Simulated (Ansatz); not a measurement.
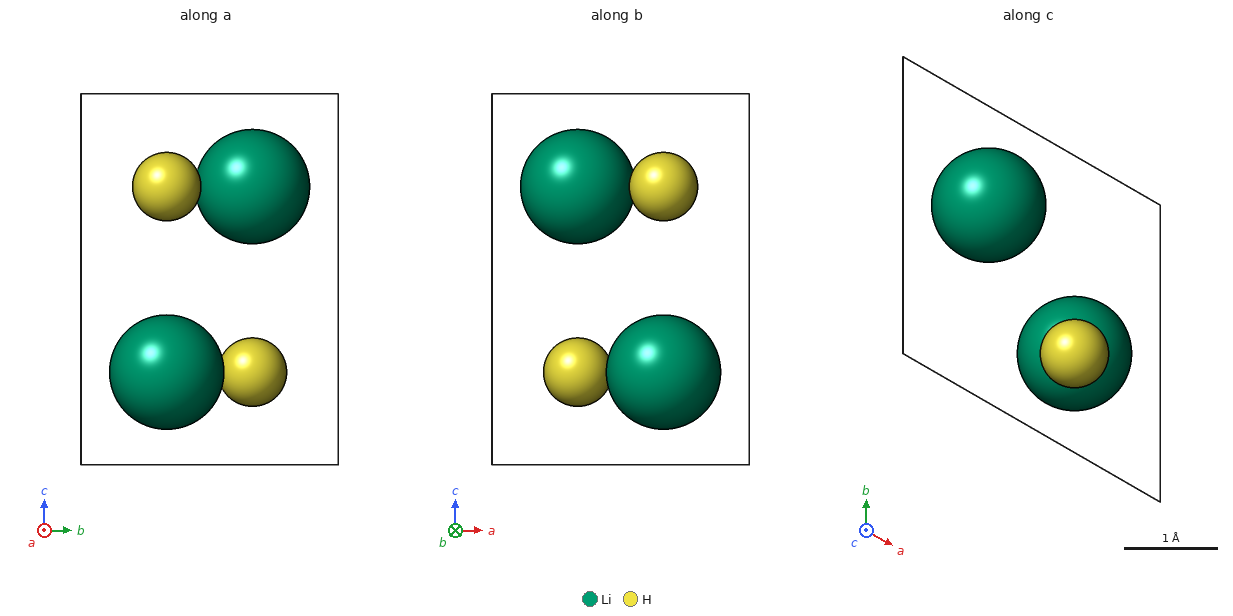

We look at a spheres-only model of the crystal along the a axis, along the b axis and along the c axis. Lines trace the edges of the conventional unit cell.

Lattice parameters: a = 3.2006 Å, b = 3.2006 Å, c = 3.9995 Å, α = 90.000°, β = 90.000°, γ = 120.000°.

### Turn the picture into a CIF with its space group and independent sites.

```cif
data_structure
_symmetry_space_group_name_H-M 'P 63/m m c'
_symmetry_Int_Tables_number 194
_cell_length_a 3.2006
_cell_length_b 3.2006
_cell_length_c 3.9995
_cell_angle_alpha 90.000
_cell_angle_beta 90.000
_cell_angle_gamma 120.000
_cell_volume 35.48
loop_
_atom_site_label
_atom_site_type_symbol
_atom_site_symmetry_multiplicity
_atom_site_Wyckoff_symbol
_atom_site_fract_x
_atom_site_fract_y
_atom_site_fract_z
_atom_site_occupancy
Li1 Li 2 d 0.3333 0.6667 0.7500 1
H1 H 2 c 0.3333 0.6667 0.2500 1
```

The initial geometry was a structure type filled with these elements by a generator (whether the compound takes this form wasn't checked). Earlier steps of the study may have refined or changed the cell and positions. It was run through Ansatz as a DFT input.
